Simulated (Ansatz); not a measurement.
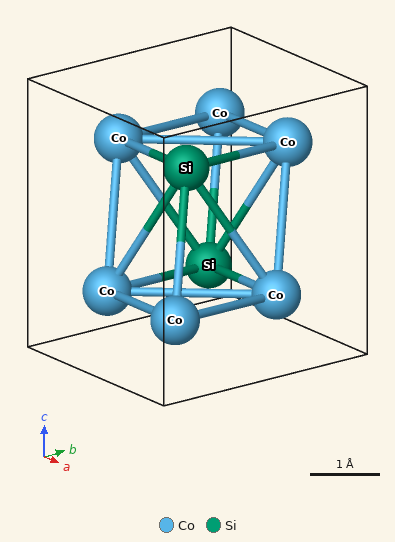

The structure (ball-and-stick view of the cell of the calculation, seen slightly off an axis). An atom can appear more than once, as a periodic image. Near neighbours in the periodic cell (some may lie outside the picture): Co has 8 Co at 2.46 to 2.50 Å and 4 Si at 2.45 to 2.49 Å; Si has 12 Co at 2.45 to 2.49 Å.

## Single-point calculation of Co$_{3}$Si

System: Co$_{3}$Si (8 atoms in the cell).
Method: DFT PBEsol, scalar-relativistic, plane waves, PAW, spin-polarised (Ansatz 0.2.0).

The structure derives from a Materials Project entry. Figures and captions count atoms from 1; the log counts them from 0 in places.

Log:
```
Engine: ansatz 0.2.0, aarch64-unknown-linux-gnu
Pseudopotentials: kind: paw
Pseudopotential: Co, paw, valence charge 17, recommended cutoff 420 eV (normal), Co.paw.azcp
Pseudopotential: Si, paw, valence charge 4, recommended cutoff 420 eV (normal), Si.paw.azcp
Functional definition: PBEsol
  exchange = pbesol_x
  correlation = pbesol_c
Crystal: 8 atoms, lattice volume = 85.206 Å³
Basis set: ecut = 420 eV, 1675 PW (Γ), exchange–correlation on 72×72×54 points (8 copies of the dense FFT grid, shifted against one another)
Bands: 77, of which v1, the nominal top of the filled ones, is band 55 counted from 1 (54 counted from 0)
Symmetry: 24 space group operations
Space group: P63/mmc (ITA 194), of the structure as read, at distance tolerance 4.4e-5 Å
Magnetic group: BNS 194.263 (UNI 1493), of the structure as read, at distance tolerance 4.4e-5 Å
k-points: 21 of 144
Non-local potential: Co, projectors of the file, l = 0: 3, l = 1: 2, l = 2: 3, l = 3: 1
Non-local potential: Si, projectors of the file, l = 0: 2, l = 1: 2, l = 2: 2
PAW form: soft (Blöchl's): semilocal exchange-correlation on the pseudo side does not see the compensation charge
PAW frozen core: Co, regenerated for the run's functional, and the local potential with it (the file was generated under x = pbe(κ = 0.804, μ = 0.2195149727645171), c = pbe(β = 0.06672455060314922))
PAW frozen core: Si, regenerated for the run's functional, and the local potential with it (the file was generated under x = pbe(κ = 0.804, μ = 0.2195149727645171), c = pbe(β = 0.06672455060314922))
PAW one-centre angular grid: Co, 590 points (default); XC on 64 Gauss nodes
PAW one-centre angular grid: Si, 110 points (default); XC on 64 Gauss nodes
Initial density: superposition of atomic densities (chi_scale 0.1, normalization cell)
Starting moments: Σ|m| = 18 μB on 6 of 8 sites
Initial wavefunctions: pseudopotential atomic-orbital guess
Functional: x = pbesol(κ = 0.804, μ = 0.12345679012345678), c = pbesol(β = 0.046)
iter 1 solved again at ethr=1.24e-3 eV; its pass at ethr=3.10e-3 eV (dr2=1.37e0 eV) is discarded
SCF iter   1: F=—  HF=-31801.179187 eV  |F-HF|=—  |Δ(HF+E_count)|=         —  Δρ=1.43e-1 (↑1.43e-1 ↓1.15e-1)  dr2=1.37e0  dr2_m=1.27e1  M=9.718 μB ∫|m|=10.628 μB  β_m=0.30  ethr=1.24e-3  ⟨swp⟩=2.0  Hψ=15573  notcnv=0
Mixer restart at iter 1: flushing history
preconditioner: auto → Kerker (q_TF=auto, 2.847 Å⁻¹)  [metal: Δε(μ)=0.003 eV  Ē_g=9.866 eV  σ=0.100 eV  W_gap=0.02  n_scr=26 (ndim 8)  ℏωp=31.7 eV  f_vac=0.000  D(μ)=8.80/eV (n_scr^D=130)]
spin=Collinear: Kerker preconditioning applied to the charge; magnetization (m = ρ↑ − ρ↓) channel mixes plain (no charge-response kernel on spin).
spin-set hold released at iteration 1 (the charge has settled, or the pull on large starting moments outlasts its swing): the magnetisation degrees of freedom join the quasi-Newton model from the next iteration; the mixer history was flushed
SCF iter   2: F=—  HF=-31802.021406 eV  |F-HF|=—  |Δ(HF+E_count)|=   8.42e-1  Δρ=1.08e-1 (↑1.08e-1 ↓1.02e-1)  dr2=8.98e-1  dr2_m=8.43e0  M=9.007 μB ∫|m|=10.022 μB  β_m=0.55  ethr=1.24e-3  ⟨swp⟩=2.0  Hψ=4074  notcnv=0
SCF iter   3: F=—  HF=-31803.841436 eV  |F-HF|=—  |Δ(HF+E_count)|=    1.82e0  Δρ=6.03e-2 (↑6.03e-2 ↓1.01e-2)  dr2=1.80e0  dr2_m=6.05e-1  M=6.845 μB ∫|m|=7.899 μB  β_m=0.52  ethr=8.16e-4  ⟨swp⟩=3.0  Hψ=6215  notcnv=0
SCF iter   4: F=—  HF=-31803.492512 eV  |F-HF|=—  |Δ(HF+E_count)|=   3.49e-1  Δρ=1.39e-2 (↑4.63e-3 ↓1.39e-2)  dr2=7.26e-2  dr2_m=5.57e-2  M=5.964 μB ∫|m|=6.964 μB  β_m=0.67  ethr=8.16e-4  ⟨swp⟩=2.2  Hψ=5636  notcnv=0  defer=454
SCF iter   5: F=—  HF=-31803.506838 eV  |F-HF|=—  |Δ(HF+E_count)|=   1.43e-2  Δρ=3.34e-3 (↑2.57e-3 ↓3.34e-3)  dr2=1.92e-3  dr2_m=5.59e-3  M=5.811 μB ∫|m|=6.651 μB  β_m=0.83  ethr=6.60e-5  ⟨swp⟩=2.2  Hψ=4377  notcnv=0  defer=454
SCF iter   6: F=—  HF=-31803.518554 eV  |F-HF|=—  |Δ(HF+E_count)|=   1.17e-2  Δρ=2.74e-3 (↑2.74e-3 ↓2.25e-3)  dr2=1.34e-2  dr2_m=2.10e-4  M=5.817 μB ∫|m|=6.574 μB  β_m=0.83  ethr=1.74e-6  ⟨swp⟩=2.4  Hψ=5309  notcnv=0  defer=454
SCF iter   7: F=—  HF=-31803.516945 eV  |F-HF|=—  |Δ(HF+E_count)|=   1.61e-3  Δρ=6.88e-4 (↑2.04e-4 ↓6.88e-4)  dr2=2.81e-4  dr2_m=5.29e-5  M=5.803 μB ∫|m|=6.545 μB  β_m=0.92  ethr=1.74e-6  ⟨swp⟩=2.0  Hψ=5530  notcnv=0  defer=454
SCF iter   8: F=—  HF=-31803.516995 eV  |F-HF|=—  |Δ(HF+E_count)|=   5.01e-5  Δρ=2.49e-4 (↑9.22e-5 ↓2.49e-4)  dr2=5.22e-5  dr2_m=5.77e-6  M=5.794 μB ∫|m|=6.532 μB  β_m=0.96  ethr=2.55e-7  ⟨swp⟩=1.5  Hψ=3314  notcnv=0  defer=454
SCF iter   9: F=—  HF=-31803.516981 eV  |F-HF|=—  |Δ(HF+E_count)|=   1.42e-5  Δρ=3.23e-5 (↑2.57e-5 ↓3.23e-5)  dr2=1.14e-6  dr2_m=2.15e-7  M=5.790 μB ∫|m|=6.528 μB  β_m=0.95  ethr=4.75e-8  ⟨swp⟩=2.2  Hψ=4419  notcnv=0  defer=454
SCF iter  10: F=—  HF=-31803.516981 eV  |F-HF|=—  |Δ(HF+E_count)|=   2.20e-7  Δρ=1.29e-5 (↑7.82e-6 ↓1.29e-5)  dr2=8.82e-8  dr2_m=2.42e-8  M=5.790 μB ∫|m|=6.527 μB  β_m=0.87  ethr=9.09e-11  ⟨swp⟩=8.3  Hψ=15980  notcnv=0
SCF iter  11: F=-31803.516981 eV  HF=-31803.516981 eV  |F-HF|=1.11e-8  |Δ(HF+E_count)|=   2.68e-8  Δρ=2.44e-6 (↑2.44e-6 ↓1.97e-6)  dr2=9.79e-9  dr2_m=6.92e-10  M=5.790 μB ∫|m|=6.527 μB  ethr=8.02e-11  ⟨swp⟩=3.0  Hψ=8062  notcnv=0
SCF 1 converged in 11 iterations: F = -31803.516981 eV  dr2 = 9.79e-9
  greatest PAW one-centre occupation: 1.001 electrons in one spin orbital (limit 2), on the Co atom at site 4 (counted from 0), in its partial waves of l = 1
```

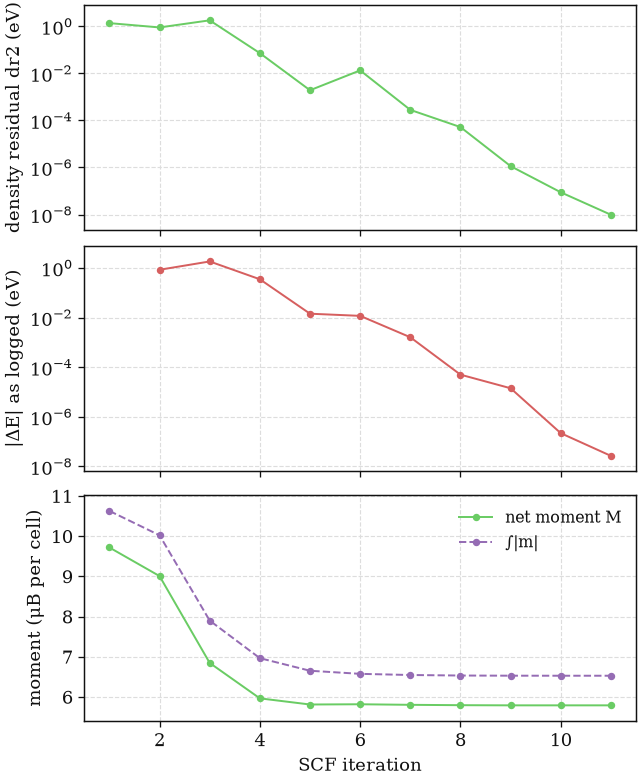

Convergence of the self-consistent field: density residual dr2, size of the energy change and magnetic moment against the SCF iteration. The residual falls unevenly and jumps up by a factor of two or more 2 times on the way down. The net moment goes from 9.7 to 5.8 μB per cell.

```
SCF converged after 11 iterations
Magnetization: 5.7896 μB (57.8948 up, 52.1052 down)
Absolute magnetization: 6.5272 μB (∫|ρ↑−ρ↓|, with the PAW one-centre terms)
Spin contamination: 0.0705 ħ² per cell (⟨S²⟩ above its minimum at these occupations)
Per-site moments (μB) at R_I (Å): [(1.0218069587047685, 1.0095425152633817), (1.0218069587047705, 1.0095425152633815), (1.021806958704769, 1.0095425152633817), (1.0218069587047685, 1.0095425152633815), (1.0218069587047702, 1.0095425152633815), (1.021806958704769, 1.0095425152633817), (-0.06452889593003998, 1.0095425152633815), (-0.06452889593003977, 1.0095425152633815)]
Free energy (F): -31803.516981 eV
Harris-Foulkes:  -31803.516981 eV  (|F-HF|=1.11e-8)
Internal energy: -31803.442892 eV  (E = F + TS)
E sigma→0 (E₀):  -31803.479936 eV
Entropy (-TS):   -0.074089 eV (-9.261 meV/atom)
Fermi energy:    17.922379 eV
--- Per-component energies (eV) ---
  E_band       = -1435.234835
  E_kinetic    = 2822.813869
  E_local      = -19210.484704  (includes V_loc(G=0)·N_el)
  E_nonlocal   = 2790.385649
  E_hartree    = 8214.877898
  E_xc         = -1062.845224
  E_vxc        = -1330.172361  (∫ρ·V_xc dr)
  E_paw        = -9898.566727  (= ΣΔE_a)
  E_vpaw       = -2937.549886  (= ΣTr[D̂ρ^β])
  E_aug_tail   = 0.000375  (compensation charges beyond the density's cutoff)
  E_ewald      = -15460.817665
  E_core_change = 1.193637  (= ΣΔE_core)
  E_smearing   = -0.074089  (= −TS)
  E_closure    = -0.000000  (closes the sum)
  Σ components = -31803.516981   (vs F -31803.516981, Δ=0.00e0)
--- Forces (eV/Å), atoms counted from 1 ---
  atom   1  Co     0.00000000     0.08578404    -0.00000000
  atom   2  Co    -0.07429116    -0.04289202     0.00000000
  atom   3  Co     0.07429116    -0.04289202     0.00000000
  atom   4  Co    -0.00000000    -0.08578404     0.00000000
  atom   5  Co     0.07429116     0.04289202    -0.00000000
  atom   6  Co    -0.07429116     0.04289202    -0.00000000
  atom   7  Si     0.00000000     0.00000000    -0.00000000
  atom   8  Si    -0.00000000    -0.00000000     0.00000000
  max |Σ_I F_I| component: 2.78e-17 eV/Å
--- Stress (GPa, compression-positive) ---
       -7.961213      -0.000000       0.000000
       -0.000000      -7.961213       0.000000
        0.000000       0.000000      -7.602855
  P = ⅓ Tr σ = -7.8418 GPa (-78.418 kbar)
--- Band table (eV; the first three rows and the last of 42) ---
  k-point 0 ↑: bands = ["-77.3103", "-77.2710", "-77.2710", "-77.2658", "-77.2492", "-77.2492", "-40.9031", "-40.8395", "-40.8130", "-40.8130", "-40.7804", "-40.7177", "-40.7177", "-40.7092", "-40.7092", "-40.6923", "-40.6923", "-40.6541", "-40.6351", "-40.5771", "-40.5771", "-40.5612", "-40.5612", "-40.5431", "5.9310", "9.6646", "12.7875", "13.0344", "13.0344", "13.0895", "13.0895", "13.3363", "13.3926", "13.8934", "13.8934", "14.2239", "14.2239", "14.5979", "15.2572", "15.3489", "15.5443", "15.5487", "15.5487", "15.7180", "15.7180", "16.5401", "16.5401", "16.6586", "16.6586", "16.8709", "16.8709", "16.8718", "16.8718", "17.1973", "17.6945", "17.7859", "17.8697", "18.1826", "18.4084", "18.4084", "19.3622", "19.3622", "21.0447", "22.2857", "24.3667", "24.3667", "25.5153", "25.5153", "25.6504", "26.6726", "26.6726", "26.8334", "28.4674", "28.4674", "28.7050", "29.9202", "29.9202"]
  k-point 1 ↑: bands = ["-77.3038", "-77.2723", "-77.2677", "-77.2677", "-77.2524", "-77.2524", "-40.8815", "-40.8397", "-40.8261", "-40.8261", "-40.7747", "-40.7660", "-40.7660", "-40.6839", "-40.6839", "-40.6822", "-40.6553", "-40.6553", "-40.6217", "-40.5766", "-40.5766", "-40.5626", "-40.5626", "-40.5566", "6.4911", "9.3165", "12.4141", "12.6468", "13.1479", "13.1479", "13.3187", "13.3187", "13.5673", "14.1243", "14.1243", "14.2690", "14.2690", "14.5439", "15.0191", "15.5355", "15.5355", "15.6395", "15.9878", "15.9878", "16.2472", "16.3907", "16.3907", "16.4418", "16.4418", "16.7067", "16.8756", "16.8756", "16.8995", "16.8995", "17.3132", "17.7555", "17.8501", "17.9574", "17.9574", "18.0350", "18.9448", "18.9448", "21.1603", "22.9595", "23.4285", "23.4285", "23.8747", "23.8747", "24.8540", "27.6610", "27.6610", "28.3229", "31.0723", "31.0723", "31.8767", "32.1869", "32.1869"]
  k-point 2 ↑: bands = ["-77.2881", "-77.2881", "-77.2601", "-77.2601", "-77.2601", "-77.2601", "-40.8483", "-40.8483", "-40.8160", "-40.8160", "-40.8160", "-40.8160", "-40.7412", "-40.7412", "-40.6484", "-40.6484", "-40.6484", "-40.6484", "-40.5892", "-40.5892", "-40.5708", "-40.5708", "-40.5708", "-40.5708", "7.9527", "7.9527", "11.9784", "11.9784", "13.3507", "13.3507", "13.3507", "13.3507", "14.5380", "14.5380", "14.5380", "14.5380", "14.6085", "14.6085", "15.1188", "15.1188", "15.6752", "15.6752", "15.6752", "15.6752", "16.2915", "16.2915", "16.2915", "16.2915", "16.4099", "16.4099", "17.0028", "17.0028", "17.0028", "17.0028", "17.5517", "17.5517", "17.8020", "17.8020", "17.8740", "17.8740", "17.8740", "17.8740", "21.4704", "21.4704", "22.9598", "22.9598", "22.9598", "22.9598", "28.8387", "28.8387", "30.1245", "30.1245", "30.1245", "30.1245", "32.4906", "32.4906", "33.9249"]
  k-point 20 ↓: bands = ["-76.0605", "-76.0605", "-76.0583", "-76.0583", "-76.0449", "-76.0449", "-39.6245", "-39.6245", "-39.6098", "-39.6098", "-39.5896", "-39.5896", "-39.5126", "-39.5126", "-39.5067", "-39.5067", "-39.4632", "-39.4632", "-39.4527", "-39.4527", "-39.4227", "-39.4227", "-39.4070", "-39.4070", "8.9618", "8.9618", "11.1454", "11.1454", "12.3773", "12.3773", "14.4450", "14.4450", "14.5443", "14.5443", "15.4101", "15.4101", "15.5264", "15.5264", "15.7649", "15.7649", "16.3629", "16.3629", "16.5737", "16.5737", "16.6986", "16.6986", "17.1858", "17.1858", "17.3905", "17.3905", "17.8447", "17.8447", "17.9573", "17.9573", "18.2826", "18.2826", "18.6016", "18.6016", "18.6622", "18.6622", "21.1315", "21.1315", "22.9087", "22.9087", "23.4991", "23.4991", "26.9686", "26.9686", "27.3334", "27.3334", "29.2471", "29.2471", "29.7313", "29.7313", "30.9745", "30.9745", "31.1617"]
--- Löwdin populations: 8 sites ---
  site symbol       q [e]    m [muB]
     0     Co     16.6408     1.0272
     1     Co     16.6408     1.0272
     2     Co     16.6408     1.0272
     3     Co     16.6408     1.0272
     4     Co     16.6408     1.0272
     5     Co     16.6408     1.0272
     6     Si      4.4393    -0.1183
     7     Si      4.4393    -0.1183
  spilling = 0.011605 (of n_electrons = 110.000000)
```

File populations.tsv:
```
# site	symbol	l	j	q_up	q_dn
# orbitals = lowdin
# n_electrons = 110.000000
# spilling = 0.011605
0	Co	0_3S	-	0.989793	0.990097
0	Co	0_4S	-	0.355254	0.358808
0	Co	1_3P	-	2.997809	2.997837
0	Co	2_3D	-	4.491164	3.460038
1	Co	0_3S	-	0.989793	0.990097
1	Co	0_4S	-	0.355254	0.358808
1	Co	1_3P	-	2.997809	2.997837
1	Co	2_3D	-	4.491164	3.460038
2	Co	0_3S	-	0.989793	0.990097
2	Co	0_4S	-	0.355254	0.358808
2	Co	1_3P	-	2.997809	2.997837
2	Co	2_3D	-	4.491164	3.460038
3	Co	0_3S	-	0.989793	0.990097
3	Co	0_4S	-	0.355254	0.358808
3	Co	1_3P	-	2.997809	2.997837
3	Co	2_3D	-	4.491164	3.460038
4	Co	0_3S	-	0.989793	0.990097
4	Co	0_4S	-	0.355254	0.358808
4	Co	1_3P	-	2.997809	2.997837
4	Co	2_3D	-	4.491164	3.460038
5	Co	0_3S	-	0.989793	0.990097
5	Co	0_4S	-	0.355254	0.358808
5	Co	1_3P	-	2.997809	2.997837
5	Co	2_3D	-	4.491164	3.460038
6	Si	0_3S	-	0.677670	0.684434
6	Si	1_3P	-	1.482851	1.594343
7	Si	0_3S	-	0.677670	0.684434
7	Si	1_3P	-	1.482851	1.594343
```

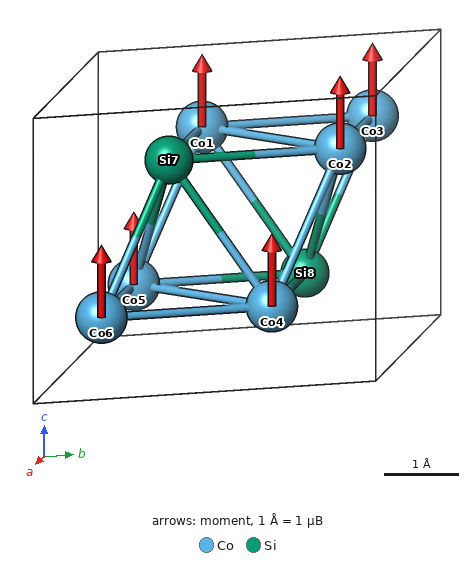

Magnetic moments of the sites as red arrows (ball-and-stick view of the cell of the calculation, seen slightly off an axis; atoms are numbered from 1 in the order of the input); small moments hardly show. The run is collinear, so the axis drawn is arbitrary. Site moments: all 6 Co atoms (1.02 μB); Si7, Si8 (−0.06 μB). They are counted near the atoms and needn't add up to the moment of the cell.

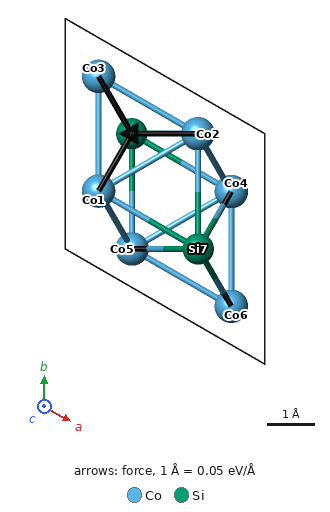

Forces on the atoms as black arrows (ball-and-stick view of the cell of the calculation, along the c axis; atoms are numbered from 1 in the order of the input). The largest act on all 6 Co atoms (0.09 eV/Å). The geometry is not a stationary point of this energy.

The run was set up as follows.

Input file:
```yaml
crystal:
  lattice:
    - [4.976470242, 0.0, 0.0]
    - [-2.488235121, 4.3097496507, 0.0]
    - [0.0, 0.0, 3.972794]
  atoms:
    - { symbol: Co, position: [0.167472, 0.334944, 0.75], spin: 3.0 }
    - { symbol: Co, position: [0.665056, 0.832528, 0.75], spin: 3.0 }
    - { symbol: Co, position: [0.167472, 0.832528, 0.75], spin: 3.0 }
    - { symbol: Co, position: [0.832528, 0.665056, 0.25], spin: 3.0 }
    - { symbol: Co, position: [0.334944, 0.167472, 0.25], spin: 3.0 }
    - { symbol: Co, position: [0.832528, 0.167472, 0.25], spin: 3.0 }
    - { symbol: Si, position: [0.66666667, 0.33333333, 0.75] }
    - { symbol: Si, position: [0.33333333, 0.66666667, 0.25] }
basis:
  ecutwfc: 420
kpoints:
  mp_grid: { grid: [6, 6, 4] }
hamiltonian:
  xc: pbesol
scf:
  occupations: { method: gaussian, width: 0.1 }
  lower_state_search: "off"
output:
  forces: true
  stress: true
  eigenvalues: true
  populations: true
magnetization:
  spin_polarized: true
```

Launch command:
```bash
ansatz run input.yaml --threads 2 --pin off --max-ram 5120MiB --backend cpu --events-out ev --progress --plain --runs-dir out
```

Summary:

| quantity | value |
| --- | --- |
| outcome | converged |
| space group (tolerance 0.01 Å) | P6₃/mmc (194) |
| electrons treated | 110 |
| free energy | −31803.5170 eV |
| Fermi energy | 17.922 eV |
| gap on the k-point mesh | none (metallic) |
| net moment of the cell | 5.79 μB |
| integrated absolute moment | 6.53 μB |
| pressure | −7.84 GPa |
| largest force (length of the vector) | 0.086 eV/Å |
| hardware | 2 threads of Arm Neoverse V2, 24 GiB of memory available, shared host |
| wall time | 15 s (CPU time 30 s) |
| peak memory | 0.52 GiB |

The cell is under a tension of 7.8 GPa at this level, so it is not at its equilibrium volume.
